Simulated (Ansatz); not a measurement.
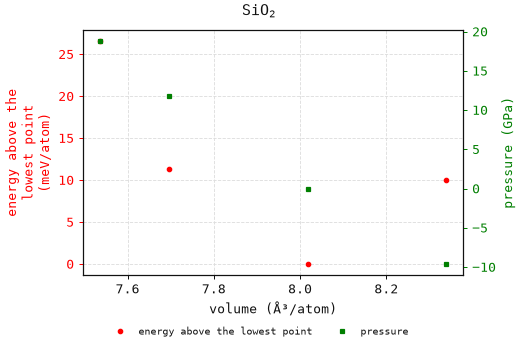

The figure shows the energy above the lowest point and pressure against volume for SiO₂, space group Fm-3m (No. 225) (one of a set of cubic test structures, which need not be the stable phase).

Calculation (Ansatz 0.2.0 development build): equation of state of a cubic crystal from periodic Kohn-Sham density functional theory without spin, third-order Birch-Murnaghan fit to the free energies; pressure corrected for the finite basis. Level: PBE.

```tsv
setting	value
structure type	fluorite
atoms in cell	3
space group number	225
lattice centring	face-centred primitive
k mesh	21×21×21
occupation method	Fermi–Dirac
occupation width	0.06123 eV
wave cutoff	930 eV
datasets	hand-made PAW
density tolerance	1e-09 eV
bands	12
density cutoff ratio	5
search for lower states	default
```

The points at volume 7.8574 Å³/atom and 8.1781 Å³/atom are left out of the plot. What values does the calculation give there?

```json
{"volume (Å³/atom)": "7.8574", "energy above the lowest point (meV/atom)": "2.7", "pressure (GPa)": "5.5"}
{"volume (Å³/atom)": "8.1781", "energy above the lowest point (meV/atom)": "2.6", "pressure (GPa)": "-5.1"}
```

Keep in mind: cubic model structure, not the ambient form.
